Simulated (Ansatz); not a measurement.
## Run report: FeO, single-point calculation (part 2 of 2)

Continued. System: FeO (Fm-3m, 4 atoms in the cell). Method: DFT PBEsol+U, scalar-relativistic, plane waves, PAW, Ueff = 7 eV on Fe atom 1 d; Ueff = 7 eV on Fe atom 3 d, spin-polarised (Ansatz 0.2.0); cutoff 420 eV, 8×8×8 k-mesh, Gaussian smearing of 0.05 eV, collinear spins. The structure derives from an entry of the Crystallography Open Database. It belongs to a series of runs on one base structure; here: antiferromagnetic start, free.

Geometry of the input (Å; fractional positions):
```
0.0000  2.1554  2.1554
4.3108  2.1554  2.1554
4.3108  4.3108  0.0000
Fe 0.0000  0.0000  0.0000
O  0.5000  0.5000  -0.0000
Fe 0.0000  -0.0000  0.5000
O  0.5000  0.5000  0.5000
```

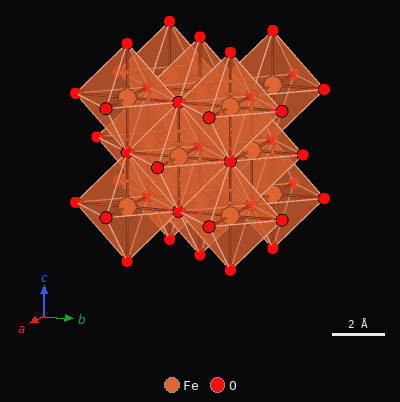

Fig. 1: The input geometry (polyhedral view of the cell 2 times as large as that of the calculation, set on its symmetry axes, seen slightly off an axis; polyhedra are completed across the faces of the cell).

## Output, continued
```
SCF iter   1: F=—  HF=-10014.675344 eV  |F-HF|=—  |Δ(HF+E_count)|=         —  Δρ=9.31e-2 (↑9.31e-2 ↓9.31e-2)  dr2=5.56e0  dr2_m=8.85e-1  M=0.000 μB ∫|m|=7.544 μB  β_m=1.00  ethr=3.10e-3  ⟨swp⟩=5.1  Hψ=8478  notcnv=0  defer=15
preconditioner: auto → none  [insulator: Δε(μ)=1.755 eV  Ē_g=14.146 eV  σ=0.050 eV  W_gap=1.00  n_scr=14 (ndim 8)  ℏωp=31.0 eV  f_vac=0.000  D(μ)=0.00/eV (n_scr^D=0)  ε∞_Penn≈5.8]
SCF iter   2: F=—  HF=-10013.738981 eV  |F-HF|=—  |Δ(HF+E_count)|=   9.36e-1  Δρ=3.79e-2 (↑3.79e-2 ↓3.79e-2)  dr2=7.32e-1  dr2_m=3.28e-2  M=0.000 μB ∫|m|=7.699 μB  β_m=1.00  ethr=3.10e-3  ⟨swp⟩=3.0  Hψ=5410  notcnv=0  defer=311
SCF iter   3: F=—  HF=-10013.897594 eV  |F-HF|=—  |Δ(HF+E_count)|=   1.59e-1  Δρ=2.45e-2 (↑2.45e-2 ↓2.45e-2)  dr2=2.38e-1  dr2_m=3.46e-3  M=0.000 μB ∫|m|=7.708 μB  β_m=1.00  ethr=1.66e-3  ⟨swp⟩=2.1  Hψ=3460  notcnv=0  defer=302
SCF iter   4: F=—  HF=-10014.001425 eV  |F-HF|=—  |Δ(HF+E_count)|=   1.04e-1  Δρ=8.71e-3 (↑8.71e-3 ↓8.71e-3)  dr2=2.68e-2  dr2_m=7.89e-4  M=0.000 μB ∫|m|=7.715 μB  β_m=1.00  ethr=5.42e-4  ⟨swp⟩=2.4  Hψ=3507  notcnv=0  defer=302
SCF iter   5: F=—  HF=-10014.077825 eV  |F-HF|=—  |Δ(HF+E_count)|=   7.64e-2  Δρ=1.24e-3 (↑1.24e-3 ↓1.24e-3)  dr2=1.29e-3  dr2_m=2.83e-5  M=0.000 μB ∫|m|=7.721 μB  β_m=0.30  ethr=6.08e-5  ⟨swp⟩=2.1  Hψ=4488  notcnv=0  defer=293
Mixer restart at iter 5: flushing history
spin-set hold released at iteration 5 (site moments contracting): the magnetisation degrees of freedom join the quasi-Newton model from the next iteration; the mixer history was flushed
SCF iter   6: F=—  HF=-10014.109512 eV  |F-HF|=—  |Δ(HF+E_count)|=   3.17e-2  Δρ=7.42e-4 (↑7.42e-4 ↓7.42e-4)  dr2=2.24e-4  dr2_m=2.38e-5  M=0.000 μB ∫|m|=7.721 μB  β_m=0.65  ethr=2.94e-6  ⟨swp⟩=2.0  Hψ=3868  notcnv=0  defer=293
SCF iter   7: F=—  HF=-10014.142808 eV  |F-HF|=—  |Δ(HF+E_count)|=   3.33e-2  Δρ=2.13e-3 (↑2.13e-3 ↓2.13e-3)  dr2=5.55e-3  dr2_m=7.29e-5  M=0.000 μB ∫|m|=7.725 μB  β_m=0.48  ethr=5.09e-7  ⟨swp⟩=3.1  Hψ=4878  notcnv=0  defer=293
SCF iter   8: F=—  HF=-10014.141316 eV  |F-HF|=—  |Δ(HF+E_count)|=   1.49e-3  Δρ=2.83e-4 (↑2.83e-4 ↓2.83e-4)  dr2=2.31e-6  dr2_m=2.79e-5  M=0.000 μB ∫|m|=7.722 μB  β_m=0.74  ethr=5.09e-7  ⟨swp⟩=2.7  Hψ=4554  notcnv=0  defer=293
SCF iter   9: F=—  HF=-10014.141330 eV  |F-HF|=—  |Δ(HF+E_count)|=   1.38e-5  Δρ=9.30e-5 (↑9.30e-5 ↓9.30e-5)  dr2=4.71e-7  dr2_m=3.00e-6  M=0.000 μB ∫|m|=7.723 μB  β_m=0.74  ethr=5.25e-9  ⟨swp⟩=2.0  Hψ=3866  notcnv=0  defer=293
Mixer restart at iter 9: flushing history
SCF iter  10: F=—  HF=-10014.141810 eV  |F-HF|=—  |Δ(HF+E_count)|=         —  Δρ=9.77e-5 (↑9.77e-5 ↓9.77e-5)  dr2=3.07e-7  dr2_m=3.37e-6  M=0.000 μB ∫|m|=7.723 μB  β_m=0.74  ethr=1.07e-9  ⟨swp⟩=1.0  Hψ=2111  notcnv=0  defer=293
SCF iter  11: F=—  HF=-10014.222123 eV  |F-HF|=—  |Δ(HF+E_count)|=   8.03e-2  Δρ=1.25e-3 (↑1.25e-3 ↓1.25e-3)  dr2=1.65e-3  dr2_m=1.93e-4  M=0.000 μB ∫|m|=7.706 μB  β_m=0.87  ethr=6.98e-10  ⟨swp⟩=4.1  Hψ=5467  notcnv=0  defer=293
SCF iter  12: F=—  HF=-10014.233776 eV  |F-HF|=—  |Δ(HF+E_count)|=   1.17e-2  Δρ=3.21e-3 (↑3.21e-3 ↓3.21e-3)  dr2=1.25e-2  dr2_m=1.22e-4  M=0.000 μB ∫|m|=7.703 μB  β_m=0.61  ethr=6.98e-10  ⟨swp⟩=5.2  Hψ=10091  notcnv=0  defer=306
SCF iter  13: F=—  HF=-10014.230314 eV  |F-HF|=—  |Δ(HF+E_count)|=   3.46e-3  Δρ=4.53e-4 (↑4.53e-4 ↓4.53e-4)  dr2=7.96e-5  dr2_m=5.63e-5  M=0.000 μB ∫|m|=7.699 μB  β_m=0.77  ethr=6.98e-10  ⟨swp⟩=4.9  Hψ=9401  notcnv=0  defer=306
SCF iter  14: F=—  HF=-10014.230343 eV  |F-HF|=—  |Δ(HF+E_count)|=   2.89e-5  Δρ=1.17e-4 (↑1.17e-4 ↓1.17e-4)  dr2=1.15e-5  dr2_m=4.06e-7  M=0.000 μB ∫|m|=7.699 μB  β_m=0.62  ethr=6.98e-10  ⟨swp⟩=3.2  Hψ=4720  notcnv=0  defer=306
SCF iter  15: F=—  HF=-10014.230338 eV  |F-HF|=—  |Δ(HF+E_count)|=   4.70e-6  Δρ=2.04e-5 (↑2.04e-5 ↓2.04e-5)  dr2=1.84e-7  dr2_m=1.05e-7  M=0.000 μB ∫|m|=7.699 μB  β_m=0.71  ethr=6.98e-10  ⟨swp⟩=3.1  Hψ=4621  notcnv=0  defer=306
SCF iter  16: F=-10014.230338 eV  HF=-10014.230338 eV  |F-HF|=5.91e-9  |Δ(HF+E_count)|=   4.00e-9  Δρ=6.02e-6 (↑6.02e-6 ↓6.02e-6)  dr2=7.41e-10  dr2_m=1.29e-8  M=0.000 μB ∫|m|=7.699 μB  ethr=2.27e-10  ⟨swp⟩=11.9  Hψ=15504  notcnv=0
SCF 1 converged in 16 iterations: F = -10014.230338 eV  dr2 = 7.41e-10
  greatest PAW one-centre occupation: 1.005 electrons in one spin orbital (limit 2), on the Fe atom at site 2 (counted from 0), in its partial waves of l = 1
SCF converged after 16 iterations
Magnetization: 0.0000 μB (22.0000 up, 22.0000 down)
Absolute magnetization: 7.6987 μB (∫|ρ↑−ρ↓|, with the PAW one-centre terms)
Spin contamination: 3.9918 ħ² per cell (⟨S²⟩ above its minimum at these occupations)
Per-site moments (μB) at R_I (Å): [(3.4977818032020433, 0.889102566), (-0.024830329365091944, 0.889102566), (-3.4977818032020433, 0.889102566), (0.02483032936509171, 0.889102566)]
Free energy (F): -10014.230338 eV
Harris-Foulkes:  -10014.230338 eV  (|F-HF|=5.91e-9)
Internal energy: -10014.230338 eV  (E = F + TS)
E sigma→0 (E₀):  -10014.230338 eV
Fermi energy:    14.122886 eV
--- Per-component energies (eV) ---
  E_band       = -572.497120
  E_kinetic    = 1028.765416
  E_local      = -5198.682005  (includes V_loc(G=0)·N_el)
  E_nonlocal   = 566.855163
  E_hartree    = 2116.366957
  E_xc         = -372.195375
  E_vxc        = -479.602290  (∫ρ·V_xc dr)
  E_hubbard    = 1.664645  (on-site DFT+U / exact-exchange correction)
  E_vhub       = -40.156344  (the Hubbard potential's part of the band-sum identity)
  E_paw        = -2986.528102  (= ΣΔE_a)
  E_vpaw       = -682.418065  (= ΣTr[D̂ρ^β])
  E_aug_tail   = 0.006822  (compensation charges beyond the density's cutoff)
  E_ewald      = -5170.912840
  E_core_change = 0.428979  (= ΣΔE_core)
  E_smearing   = -0.000000  (= −TS)
  E_closure    = -0.000000  (closes the sum)
  Σ components = -10014.230338   (vs F -10014.230338, Δ=0.00e0)
--- Specified on-site occupations, and those of the state reported ---
  electrons in the specified blocks: 11.8000 specified, 12.4245 found
  site 0 (l=d) ↓: largest change of an orbital's occupation 0.0755; electrons 1.0500 specified, 1.2268 found; spectral distance 0.0999
  site 2 (l=d) ↑: largest change of an orbital's occupation 0.0755; electrons 1.0500 specified, 1.2268 found; spectral distance 0.0999
  site 0 (l=d) ↑: largest change of an orbital's occupation 0.0281; electrons 4.8500 specified, 4.9855 found; spectral distance 0.0606
  site 2 (l=d) ↓: largest change of an orbital's occupation 0.0281; electrons 4.8500 specified, 4.9855 found; spectral distance 0.0606
--- Forces (eV/Å), atoms counted from 1 ---
  atom   1  Fe     0.00000000     0.00000000     0.00000000
  atom   2  O      0.00000000     0.00000000    -0.00000000
  atom   3  Fe     0.00000000    -0.00000000     0.00000000
  atom   4  O      0.00000000     0.00000000    -0.00000000
  max |Σ_I F_I| component: 2.60e-29 eV/Å
--- Stress (GPa, compression-positive) ---
        0.605193      -0.000000       0.000000
       -0.000000      13.535480       0.000000
        0.000000      -0.000000      13.535480
  P = ⅓ Tr σ = 9.2254 GPa (92.254 kbar)
--- Band table (eV; the first three rows and the last of 150) ---
  k-point 0 ↑: bands = ["-75.2671", "-71.0281", "-42.5828", "-40.8627", "-40.8627", "-37.7607", "-37.0522", "-37.0522", "-5.6382", "-4.5070", "6.9716", "6.9716", "7.3568", "7.3957", "7.4513", "7.7816", "9.6983", "10.1000", "10.1000", "11.1766", "11.3502", "11.3502", "14.8988", "17.3588", "17.8545", "17.8545", "18.4252", "20.3701", "23.5183", "25.8436", "29.4949", "29.5590"]
  k-point 1 ↑: bands = ["-75.2670", "-71.0278", "-42.5824", "-40.8670", "-40.8622", "-37.7605", "-37.0576", "-37.0516", "-5.5279", "-4.4689", "6.5854", "6.9824", "7.1265", "7.4047", "7.4974", "7.8133", "9.2931", "10.3184", "10.3330", "11.0240", "11.1261", "11.5418", "15.6580", "17.4734", "17.8260", "17.8609", "18.6598", "20.7906", "23.5058", "25.1849", "28.2952", "29.3745"]
  k-point 2 ↑: bands = ["-75.2669", "-71.0271", "-42.5814", "-40.8773", "-40.8611", "-37.7599", "-37.0707", "-37.0504", "-5.2321", "-4.3924", "6.1720", "6.4229", "6.7747", "7.0085", "7.6316", "8.4224", "8.5104", "10.3103", "10.3962", "10.9769", "11.2082", "12.2569", "16.9547", "17.7687", "17.8138", "17.8763", "19.2439", "21.8482", "23.5176", "23.7098", "26.5518", "28.8453"]
  k-point 74 ↓: bands = ["-75.2651", "-71.0241", "-42.5787", "-40.8874", "-40.8874", "-37.7555", "-37.0832", "-37.0832", "-4.6651", "-4.3178", "6.4571", "6.4571", "7.4040", "7.5516", "7.5516", "8.6986", "9.2594", "9.8648", "9.9836", "10.1348", "10.1348", "11.6609", "17.1012", "17.1012", "17.5750", "18.6925", "19.6704", "20.9816", "23.6274", "23.6274", "25.7064", "25.7064"]
Occupation matrices written to [file]
--- Löwdin populations: 4 sites ---
  site symbol       q [e]    m [muB]
     0     Fe     14.7550     3.7584
     1      O      7.1114    -0.0422
     2     Fe     14.7550    -3.7584
     3      O      7.1114     0.0422
  spilling = 0.006073 (of n_electrons = 44.000000)
--- Occupation matrices: 2 shells (run DFT+U table (all-electron-ortho-atomic); ε = 1.71e-3) ---
  Fe0 d_3D: site group Oh (m-3m); on the run's cell D4h (4/mmm)
  Fe0 d_3D up     Tr n = 4.9855  λ = 0.996 0.996 0.998 0.998 0.998  [5× z2 0.20 (T2g 0.60) T2g(0.60)/Eg(0.40)]
  Fe0 d_3D dn     Tr n = 1.2268  λ = 0.029 0.029 0.080 0.095 0.993  [2× xz 0.50 (T2g 1.00) T2g(1.00)/Eg(1.00) | z2 0.75 (Eg 1.00) Eg(1.00)/B2g(1.00) | x2-y2 0.75 (Eg 1.00) Eg(1.00)/A1g(1.00) | yz 1.00 (T2g 1.00) T2g(1.00)/B1g(1.00)]
  specified occupation → Fe0 d_3D up: matrix, ‖Δ‖_F = 0.0606, Tr Δ = -0.1355, displaced = 0.0677, d_λ = 0.0606; orbital distance = 0.0000
  specified occupation → Fe0 d_3D dn: matrix, ‖Δ‖_F = 0.0999, Tr Δ = -0.1768, displaced = 0.0884, d_λ = 0.0999; orbital distance = 0.0000
  Fe2 d_3D: site group Oh (m-3m); on the run's cell D4h (4/mmm)
  Fe2 d_3D up     Tr n = 1.2268  λ = 0.029 0.029 0.080 0.095 0.993  [2× xz 0.50 (T2g 1.00) T2g(1.00)/Eg(1.00) | z2 0.75 (Eg 1.00) Eg(1.00)/B2g(1.00) | x2-y2 0.75 (Eg 1.00) Eg(1.00)/A1g(1.00) | yz 1.00 (T2g 1.00) T2g(1.00)/B1g(1.00)]
  Fe2 d_3D dn     Tr n = 4.9855  λ = 0.996 0.996 0.998 0.998 0.998  [5× z2 0.20 (T2g 0.60) T2g(0.60)/Eg(0.40)]
  specified occupation → Fe2 d_3D up: matrix, ‖Δ‖_F = 0.0999, Tr Δ = -0.1768, displaced = 0.0884, d_λ = 0.0999; orbital distance = 0.0000
  specified occupation → Fe2 d_3D dn: matrix, ‖Δ‖_F = 0.0606, Tr Δ = -0.1355, displaced = 0.0677, d_λ = 0.0606; orbital distance = 0.0000
  Tr n, λ and their labels are of the run-group-symmetrised matrices; stabiliser: 32 of 64 elements of G0×{1,Θ} (closed), max defect 2.2e-15 at τ = 3.6e-4
```

## Key numbers

- outcome: converged
- space group (tolerance 0.01 Å): Fm-3m (225)
- electrons treated: 44
- free energy: −10014.2303 eV
- Fermi energy: 14.123 eV
- gap on the k-point mesh: 1.55 eV
- net moment of the cell: 0.00 μB
- integrated absolute moment: 7.70 μB
- pressure: 9.23 GPa
- largest force (length of the vector): under 0.001 eV/Å
- hardware: 2 threads of AMD EPYC (Zen 5), 64 GiB of memory available, shared host
- wall time: 3.3 s (CPU time 6.3 s)
- peak memory: 0.51 GiB
